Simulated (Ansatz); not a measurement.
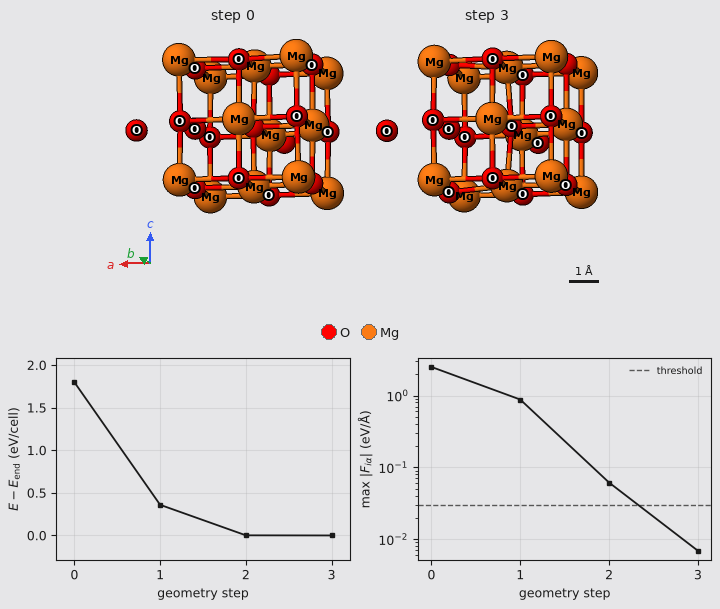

First and last geometry of a relaxation of a defect cell of composition O$_{33}$Mg$_{31}$ (cell charge −1), with the history of the run. The picture is a ball-and-stick view of the atoms within 4.2 Å of the atom that moves most (axes of the cell of the calculation (origin shifted)), seen from a free direction.

Theory: Ansatz 0.2.0, DFT, PBEsol, PAW, plane waves. (plane-wave cutoff 420 eV; k-point mesh 1 × 1 × 1; mesh shifted by (0.25, 0.25, 0.25); collinear spin; atoms relaxed in a fixed cell; force threshold 0.03 eV/Å; at most 80 steps)

**Read the history and describe the run.**

It converged. The largest move is that of an O atom, 0.15 Å along −a. By element the largest moves are O 0.15 Å, Mg 0.09 Å. The cell doesn't change. Near-neighbour distances that change, for instance: Mg–O 2.132 → 1.975 Å, Mg–O 2.101 → 1.975 Å, Mg–O 2.040 → 2.122 Å, Mg–O 2.157 → 2.082 Å. Among the angles between lasting bonds that change: O–Mg–O 88.6° → 99.0°, O–Mg–O 89.6° → 99.0°, Mg–O–Mg 177.9° → 171.0°. Over 3 geometry steps the energy falls by 1.799 eV per cell of the calculation. The largest force component goes from 2.5 to 0.0069 eV/Å.

Limits of the set-up: the periodic images lie only 8.4 Å apart, so the values are limited by the cell's size; the cell is charged, on a uniform background, and energies carry no finite-size correction.
